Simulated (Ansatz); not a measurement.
## SiC (F-43m): refractive index against wavelength

The refractive index of SiC (F-43m) below the direct gap (4.55 eV on the mesh) is read from one computed spectrum, n = √(Re ε).

Symmetry: F-43m, No. 216, cubic system. Conventional cell: a = 4.358 Å, b = 4.358 Å, c = 4.358 Å, α = 90.00°, β = 90.00°, γ = 90.00°. Around Si on site a lie 4 C at 1.89 Å. C on site c has 4 Si at 1.89 Å as nearest neighbours.

Method: Ansatz 0.2.0, PBE, independent particles, k-mesh 10×10×10 with interpolation inside its cells, Gaussian parameter 0.1 eV.

Launch of the response step: `ansatz run input.yaml --threads 4 --pin off --max-ram 8192MiB --backend cpu --events-out ev --progress --plain --runs-dir out`. The run took 2 s, on 4 threads of Intel(R) Xeon(R) Platinum 8488C (Sapphire Rapids), with other jobs on the host.

| wavelength (nm) | photon energy E (eV) | n |
| --- | --- | --- |
| 1064 | 1.165 | 2.7128 |
| 850 | 1.459 | 2.7308 |
| 700 | 1.771 | 2.7553 |
| 633 | 1.959 | 2.7728 |
| 532 | 2.331 | 2.8150 |
| 450 | 2.755 | 2.8773 |
| 405 | 3.061 | ? |

In the single-oscillator model n² − 1 = E₀E_d/(E₀² − E²), so 1/(n² − 1) = E₀/E_d − E²/(E₀E_d) is linear in E².

Working, on the rows shown:

| x = E² (eV²) | y = 1/(n² − 1) |
| --- | --- |
| 1.35784 | 0.15725 |
| 2.12762 | 0.154864 |
| 3.13716 | 0.151706 |
| 3.83641 | 0.149512 |
| 5.43137 | 0.14442 |
| 7.59115 | 0.137384 |

Means: x̄ = 3.9136, ȳ = 0.14919. Σ(x − x̄)(y − ȳ) = -0.08337, Σ(x − x̄)² = 26.16. Slope = -0.08337 / 26.16 = -0.003187; intercept = ȳ − slope · x̄ = 0.16166. Turned back into n, the line misses the rows shown by at most 0.00078.

Question: Fill in the last column of the withheld row.

Answer: At x = 9.3718 the line gives y = 0.13179, that is 2.9305. The run gave 2.9342, so the extrapolation is off by 0.0037, 1.7 % of the range in the table.

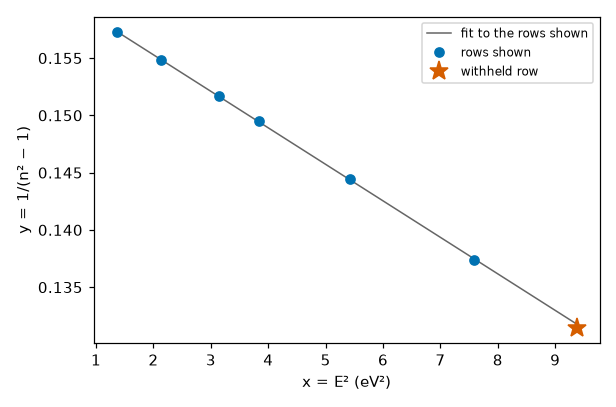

Refitted with all rows, the slope is -0.003221 and the intercept 0.16177. These give E₀ = √(intercept/−slope) = 7.09 eV and E_d = E₀/intercept = 43.8 eV; E₀ is 1.6 times the direct gap. The electronic limit at long wavelengths, without lattice vibrations, is n = √(1 + 1/intercept) = 2.680. Excitons are left out and so are local fields; PBE gaps are as a rule too small.
